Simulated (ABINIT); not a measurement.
**MoS$_{2}$: positron calculation (part 1 of 2)**

MoS$_{2}$ (P-3m1, 3 atoms in the cell), computed with Kohn-Sham DFT of a periodic cell, PBEsol, JTH PAW PBE v2.0, no spin polarisation (ABINIT 10.8.3).

The structure derives from a Materials Project entry.

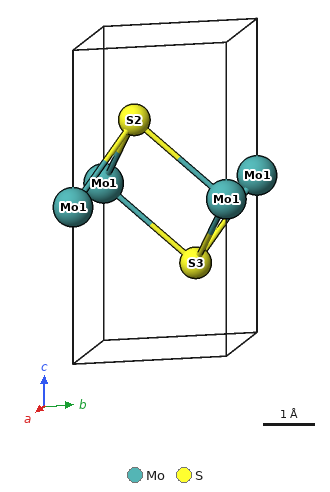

*The structure (ball-and-stick view of the cell of the calculation, seen slightly off an axis; atoms are numbered from 1 in the order of the input). An atom can appear more than once, as a periodic image.*

Near neighbours in the periodic cell (some may lie outside the picture): Mo has 6 S at 2.42 Å; S has 3 Mo at 2.42 Å.

**Results in brief**

| quantity | value |
| --- | --- |
| outcome | converged |
| space group (tolerance 0.01 Å) | P-3m1 (164) |
| electrons treated | 26 |
| free energy | −2436.0628 eV |
| positron lifetime (one of the program's estimates) | 237.3 ps |
| Fermi energy | 7.533 eV |
| gap on the k-point mesh | none (metallic) |
| pressure | −3.20 GPa |
| largest force (length of the vector) | 0.018 eV/Å |
| hardware | 1 thread of Arm Neoverse V1, 112 GiB of memory available, shared host |
| wall time | 16 s |
| peak memory | 0.08 GiB |

**Remarks**

Points of doubt noted for this run: cutoff too low for stress; PAW basis incomplete for positron.

**Input**
```
# Datasets
ndtset 2

# Pseudopotentials
pp_dirpath "./"
pseudos "Mo.GGA_PBE-JTH.xml, S.GGA_PBE-JTH.xml"

# Structure
acell 3*1.0 Angstrom
rprim
     3.2274645616     0.0000000000     0.0000000000
    -1.6137322808     2.7950663001     0.0000000000
     0.0000000000     0.0000000000     6.3124734200
ntypat 2
znucl 42 16
natom 3
typat 1 2 2
xred
            0.0            0.0            1/2
            2/3            1/3   0.7446806800
            1/3            2/3   0.2553193200

# Plane-wave basis
ecut 15.0
pawecutdg 30.0

# Exchange and correlation
ixc -116133

# SCF cycle
nstep 80

# Output
iomode 3
prteig 0
prtebands 0
prtwf 0

# Dataset 1: electrons
kptopt1 1
ngkpt1 6 6 3
nshiftk1 1
shiftk1 0.0 0.0 0.0
nband1 17
occopt1 3
tsmear1 0.05 eV
tolvrs1 1.0e-10
prtden1 1

# Dataset 2: positron in the electrons' density
positron2 1
ixcpositron2 11
getden2 1
kptopt2 0
nkpt2 1
kpt2 0.0 0.0 0.0
nband2 1
occopt2 2
occ2 1.0
posocc2 1.0
toldfe2 1.0e-7
nline2 10
nnsclo2 2
optforces2 0
optstress2 0
prtden2 0
```

Run as:
```bash
abinit run.abi > log 2>&1
```

**What the program printed**
```
.Version 10.8.3 of ABINIT
 DATASET    1 : space group P-3 m 1 (#164); Bravais hP (primitive hexag.)
================================================================================
 Values of the parameters that define the memory need for DATASET  1.
     intxc =       0    ionmov =       0      iscf =      17    lmnmax =      18
     lnmax =       6     mgfft =      45  mpssoang =       3    mqgrid =    3001
     natom =       3  nloc_mem =       2    nspden =       1   nspinor =       1
    nsppol =       1      nsym =      12    n1xccc =       1    ntypat =       2
    occopt =       3   xclevel =       2
       mpw =        1079          nfft =       25920          nkpt =          17
 PAW method is used; the additional fine FFT grid is defined by:
   mgfftf=        60    nfftf =     61440
================================================================================
================================================================================

 DATASET    2 : space group P-3 m 1 (#164); Bravais hP (primitive hexag.)
================================================================================
 Values of the parameters that define the memory need for DATASET  2.
     intxc =       0    ionmov =       0      iscf =      17    lmnmax =      18
     lnmax =       6     mgfft =      45  mpssoang =       3    mqgrid =    3001
     natom =       3  nloc_mem =       2    nspden =       1   nspinor =       1
    nsppol =       1      nsym =      12    n1xccc =       1    ntypat =       2
    occopt =       2   xclevel =       2
       mpw =         545          nfft =       25920          nkpt =           1
 PAW method is used; the additional fine FFT grid is defined by:
   mgfftf=        60    nfftf =     61440
================================================================================
================================================================================

--------------------------------------------------------------------------------
------------- Echo of variables that govern the present computation ------------
--------------------------------------------------------------------------------
 -outvars: echo values of preprocessed input variables --------
            acell      1.8897261259E+00  1.8897261259E+00  1.8897261259E+00 Bohr
              amu      9.59400000E+01  3.20660000E+01
             ecut      1.50000000E+01 Hartree
           getden1          0
           getden2          1
              ixc     -116133
      ixcpositron1          1
      ixcpositron2         11
           jdtset        1    2
           kptopt1          1
           kptopt2          0
         kptrlatt        6    0    0      0    6    0      0    0    3
          kptrlen1     3.57865378E+01
          kptrlen2     3.00000000E+01
            natom           3
            nband1         17
            nband2          1
           ndtset           2
            ngfft          24      24      45
          ngfftdg          32      32      60
             nkpt1         17
             nkpt2          1
            nline1          4
            nline2         10
           nnsclo1          0
           nnsclo2          2
            nstep          80
             nsym          12
           ntypat           2
           occopt1          3
           occopt2          2
        optforces1          2
        optforces2          0
        optstress1          1
        optstress2          0
        pawecutdg      3.00000000E+01 Hartree
         positron1          0
         positron2          1
           prtden1          1
           prtden2          0
        prtebands           0
           prteig           0
            prtwf           0
            rprim      3.2274645616E+00  0.0000000000E+00  0.0000000000E+00
                      -1.6137322808E+00  2.7950663001E+00  0.0000000000E+00
                       0.0000000000E+00  0.0000000000E+00  6.3124734200E+00
           shiftk1     0.00000000E+00  0.00000000E+00  0.00000000E+00
           shiftk2     5.00000000E-01  5.00000000E-01  5.00000000E-01
          spgroup         164
           toldfe1     0.00000000E+00 Hartree
           toldfe2     1.00000000E-07 Hartree
           tolvrs1     1.00000000E-10
           tolvrs2     0.00000000E+00
           tsmear1     1.83746611E-03 Hartree
           tsmear2     1.00000000E-02 Hartree
            typat      1  2  2
           useylm           1
           xangst      0.0000000000E+00  0.0000000000E+00  3.1562367100E+00
                       1.6137322808E+00  9.3168876670E-01  4.7007769989E+00
                       2.7610810845E-16  1.8633775334E+00  1.6116964211E+00
            xcart      0.0000000000E+00  0.0000000000E+00  5.9644229704E+00
                       3.0495120512E+00  1.7606366036E+00  8.8831811069E+00
                       5.2176870611E-16  3.5212732073E+00  3.0456648340E+00
             xred      0.0000000000E+00  0.0000000000E+00  5.0000000000E-01
                       6.6666666667E-01  3.3333333333E-01  7.4468068000E-01
                       3.3333333333E-01  6.6666666667E-01  2.5531932000E-01
            znucl       42.00000   16.00000

================================================================================

 chkinp: Checking input parameters for consistency, jdtset=   1.

 chkinp: Checking input parameters for consistency, jdtset=   2.

================================================================================
== DATASET  1 ==================================================================

--- !DatasetInfo
iteration_state: {dtset: 1, }
dimensions: {natom: 3, nkpt: 17, mband: 17, nsppol: 1, nspinor: 1, nspden: 1, mpw: 1079, }
cutoff_energies: {ecut:  15.0, pawecutdg:  30.0, }
electrons: {nelect:   2.60000000E+01, charge:   0.00000000E+00, occopt:   3.00000000E+00, tsmear:   1.83746611E-03, }
meta: {optdriver: 0, ionmov: 0, optcell: 0, iscf: 17, paral_kgb: 0, }
...

 Real(R)+Recip(G) space primitive vectors, cartesian coordinates (Bohr,Bohr^-1):
 R(1)=  6.0990241  0.0000000  0.0000000  G(1)=  0.1639607  0.0946627  0.0000000
 R(2)= -3.0495121  5.2819098  0.0000000  G(2)=  0.0000000  0.1893255  0.0000000
 R(3)=  0.0000000  0.0000000 11.9288459  G(3)=  0.0000000  0.0000000  0.0838304
 Unit cell volume ucvol=  3.8428175E+02 bohr^3
 Angles (23,13,12)=  9.00000000E+01  9.00000000E+01  1.20000000E+02 degrees

 Coarse grid specifications (used for wave-functions):

 getcut: wavevector=  0.0000  0.0000  0.0000  ngfft=  24  24  45
         ecut(hartree)=     15.000   => boxcut(ratio)=   2.11565

 Fine grid specifications (used for densities):

 getcut: wavevector=  0.0000  0.0000  0.0000  ngfft=  32  32  60
         ecut(hartree)=     30.000   => boxcut(ratio)=   2.03999

--- Pseudopotential description ------------------------------------------------
- pspini: atom type   1  psp file is ./Mo.GGA_PBE-JTH.xml
 Pseudopotential format is: paw10
 basis_size (lnmax)=  6 (lmn_size= 18), orbitals=   0   0   1   1   2   2
 Spheres core radius: rc_sph= 2.20740211
 Shapefunction is SIN type: shapef(r)=[sin(pi*r/rshp)/(pi*r/rshp)]**2
 Radius for shape functions =  1.91008465
 Compensation charge density is not taken into account in XC energy/potential

- pspini: atom type   2  psp file is ./S.GGA_PBE-JTH.xml
 Pseudopotential format is: paw10
 basis_size (lnmax)=  4 (lmn_size=  8), orbitals=   0   0   1   1
 Spheres core radius: rc_sph= 1.90380259
 Shapefunction is SIN type: shapef(r)=[sin(pi*r/rshp)/(pi*r/rshp)]**2
 Radius for shape functions =  1.40128485
 Compensation charge density is not taken into account in XC energy/potential

   8.88596673E+02                                ecore*ucvol(ha*bohr**3)
--------------------------------------------------------------------------------

================================================================================

--- !BeginCycle
iteration_state: {dtset: 1, }
solver: {iscf: 17, nstep: 80, nline: 4, wfoptalg: 10, }
tolerances: {tolvrs: 1.00E-10, }
...

     iter   Etot(hartree)      deltaE(h)  residm     nres2
 ETOT  1  -89.282335035832    -8.928E+01 5.343E-01 9.632E+00
 ETOT  2  -89.543814566203    -2.615E-01 3.464E-02 5.045E+00
 ETOT  3  -89.525072222826     1.874E-02 2.000E-02 6.749E-01
 ETOT  4  -89.523762930124     1.309E-03 4.846E-03 4.143E-02
 ETOT  5  -89.523727012548     3.592E-05 6.332E-04 1.242E-02
 ETOT  6  -89.523654738093     7.227E-05 2.315E-04 9.066E-04
 ETOT  7  -89.523656110001    -1.372E-06 4.610E-05 2.334E-04
 ETOT  8  -89.523657187229    -1.077E-06 1.582E-05 3.377E-05
 ETOT  9  -89.523657150174     3.705E-08 3.369E-06 1.995E-06
 ETOT 10  -89.523657179699    -2.953E-08 2.441E-06 3.789E-07
 ETOT 11  -89.523657183010    -3.311E-09 5.610E-07 1.672E-08
 ETOT 12  -89.523657183469    -4.582E-10 3.891E-07 2.489E-09
 ETOT 13  -89.523657183537    -6.824E-11 9.209E-08 4.382E-10
 ETOT 14  -89.523657183538    -1.009E-12 6.314E-08 2.953E-11

 At SCF step   14       nres2   =  2.95E-11 < tolvrs=  1.00E-10 =>converged.

 Cartesian components of stress tensor (hartree/bohr^3)
  sigma(1 1)=  1.49514498E-04  sigma(3 2)=  0.00000000E+00
  sigma(2 2)=  1.49514498E-04  sigma(3 1)=  0.00000000E+00
  sigma(3 3)=  2.69613349E-05  sigma(2 1)=  0.00000000E+00

--- !ResultsGS
iteration_state: {dtset: 1, }
comment   : Summary of ground state results
lattice_vectors:
- [  6.0990241,   0.0000000,   0.0000000, ]
- [ -3.0495121,   5.2819098,   0.0000000, ]
- [  0.0000000,   0.0000000,  11.9288459, ]
lattice_lengths: [   6.09902,    6.09902,   11.92885, ]
lattice_angles: [ 90.000,  90.000, 120.000, ] # degrees, (23, 13, 12)
lattice_volume:   3.8428175E+02
convergence: {deltae: -1.009E-12, res2:  2.953E-11, residm:  6.314E-08, diffor: null, }
etotal    :  -8.95236572E+01
entropy   :   0.00000000E+00
fermie    :   2.76821129E-01
cartesian_stress_tensor: # hartree/bohr^3
- [  1.49514498E-04,   0.00000000E+00,   0.00000000E+00, ]
- [  0.00000000E+00,   1.49514498E-04,   0.00000000E+00, ]
- [  0.00000000E+00,   0.00000000E+00,   2.69613349E-05, ]
pressure_GPa:  -3.1970E+00
xred      :
- [  0.0000E+00,   0.0000E+00,   5.0000E-01, Mo]
- [  6.6667E-01,   3.3333E-01,   7.4468E-01,  S]
- [  3.3333E-01,   6.6667E-01,   2.5532E-01,  S]
cartesian_forces: # hartree/bohr
- [  2.94325254E-28,   4.41814787E-28,   3.61400724E-20, ]
- [  1.17730101E-28,  -6.79715058E-29,   3.59238096E-04, ]
- [ -4.12055355E-28,  -3.73843282E-28,  -3.59238096E-04, ]
force_length_stats: {min:   3.61400724E-20, max:   3.59238096E-04, mean:   2.39492064E-04, }
...

 Integrated electronic density in atomic spheres:
 ------------------------------------------------
 Atom  Sphere_radius  Integrated_density
    1        2.20740         11.24754779
    2        1.90380          3.54960348
    3        1.90380          3.54960348

================================================================================
```
